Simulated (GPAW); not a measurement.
## AlN (F-43m): refractive index against wavelength

The refractive index of AlN (F-43m) below the direct gap (4.11 eV on the mesh) is read from one computed spectrum, n = √(Re ε).

It takes space group F-43m (No. 216, cubic). Conventional cell: a = 4.368 Å, b = 4.368 Å, c = 4.368 Å, α = 90.00°, β = 90.00°, γ = 90.00°. Around Al on site a lie 4 N at 1.89 Å. N on site d has 4 Al at 1.89 Å as nearest neighbours.

Method: GPAW 26.7.0, PBE, RPA, k-mesh 18×18×18, local fields up to 60 eV, Lorentzian half width 0.2 eV.

Launch of the response step: `OMP_NUM_THREADS=1 python df.py`. The run took 50 s, its band step included, on 1 thread of Arm Neoverse V1, on a shared host.

```tsv
wavelength (nm)	photon energy E (eV)	n
1310	0.946	2.1144
1064	1.165	2.1204
850	1.459	2.1307
700	1.771	2.1447
633	1.959	2.1548
532	2.331	2.1789
450	2.755	?
```

In the single-oscillator model n² − 1 = E₀E_d/(E₀² − E²), so 1/(n² − 1) = E₀/E_d − E²/(E₀E_d) is linear in E².

Working, on the rows shown:

| x = E² (eV²) | y = 1/(n² − 1) |
| --- | --- |
| 0.895757 | 0.288127 |
| 1.35784 | 0.286033 |
| 2.12762 | 0.282495 |
| 3.13716 | 0.277798 |
| 3.83641 | 0.274487 |
| 5.43137 | 0.266837 |

Means: x̄ = 2.7977, ȳ = 0.2793. Σ(x − x̄)(y − ȳ) = -0.06696, Σ(x − x̄)² = 14.27. Slope = -0.06696 / 14.27 = -0.004692; intercept = ȳ − slope · x̄ = 0.29242. Turned back into n, the line misses the rows shown by at most 0.00033.

**Question.** Predict the last column of the withheld row from the fit.

**Answer.** At x = 7.5912 the line gives y = 0.2568, that is 2.2122. The run gave 2.2149, so the extrapolation is off by 0.0027, 3 % of the range in the table.

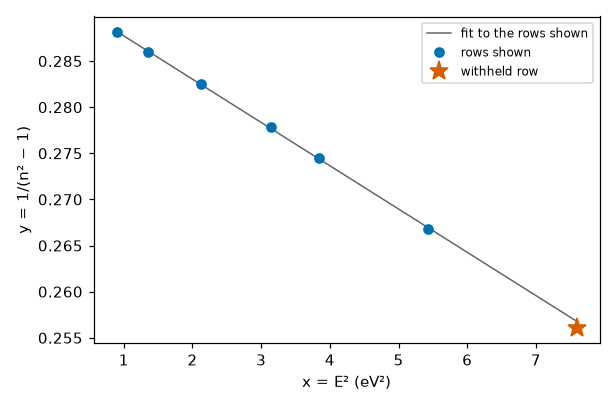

Refitted with all rows, the slope is -0.004786 and the intercept 0.29264. These give E₀ = √(intercept/−slope) = 7.82 eV and E_d = E₀/intercept = 26.7 eV; E₀ is 1.9 times the direct gap. The electronic limit at long wavelengths, without lattice vibrations, is n = √(1 + 1/intercept) = 2.102. Excitons are left out; PBE gaps are as a rule too small. The values come from a sum over the points of one k-mesh and carry its error, which grows as the direct gap shrinks. The local-field cutoff holds few shells of reciprocal vectors for this small cell, so ε∞ can read a few per cent high.

[Logs are printed without paths, hosts, clocks, repeated set-up lines and the standing remarks that a program may print on its own settings, such as how far it seeks lower states.]
